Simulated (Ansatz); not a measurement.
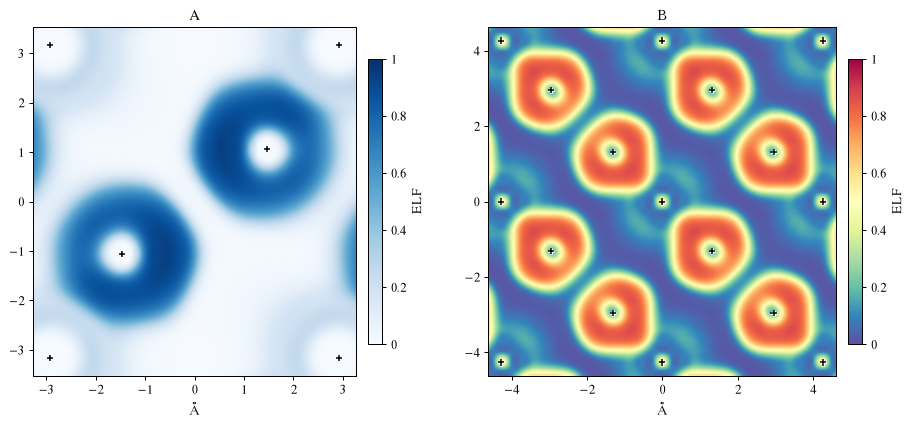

The electron localisation function of 2 systems, each on a plane through atoms (crosses mark nuclei in the plane).

All numbers below come from DFT, r2SCAN, plane waves, PAW in Ansatz.

System 1: SiO2, the (001) plane of the conventional cell. Space group P4₂/mnm; started from the rutile prototype, which need not be the ambient phase; changed on purpose from its base cell (epitaxial xy strain +2.0%); computed pressure about −6 GPa in this cell.

```
Si O
1.0
     4.26889    0.00000    0.00000
     0.00000    4.26889    0.00000
     0.00000    0.00000    2.64332
Si O
2 4
Cartesian
  0.0000 0.0000 0.0000
  2.1344 2.1344 1.3217
  1.3170 1.3170 0.0000
  0.8174 3.4515 1.3217
  3.4515 0.8174 1.3217
  2.9519 2.9519 0.0000
```

System 2: SnS2, the (110) plane of the conventional cell. Space group P-3m1; started from the 1T (CdI2) bulk prototype, which need not be the ambient phase; changed on purpose from its base cell (uniaxial z strain -2.0%).

```yaml
crystal:
  lattice:
    - [3.66075, 0.00000, 0.00000]
    - [-1.83038, 3.17031, 0.00000]
    - [0.00000, 0.00000, 5.84255]
  atoms:
    - { symbol: Sn, position: [0.00000, 0.00000, 0.00000] }
    - { symbol: S, position: [0.33333, 0.66667, 0.25012] }
    - { symbol: S, position: [0.66667, 0.33333, 0.74988] }
```

**Which map belongs to which system?**

Panel A is system 2, SnS2: the plane holds Sn and S. Sn–S (2.57 Å): the ELF peaks at about 0.90 in the valence shell of S, 0.8 Å from its nucleus, and is about 0.60 at the midpoint. Panel B is system 1, SiO2: the plane holds Si and O. Si–O (1.86 Å): the ELF peaks at about 0.85 between the atoms.
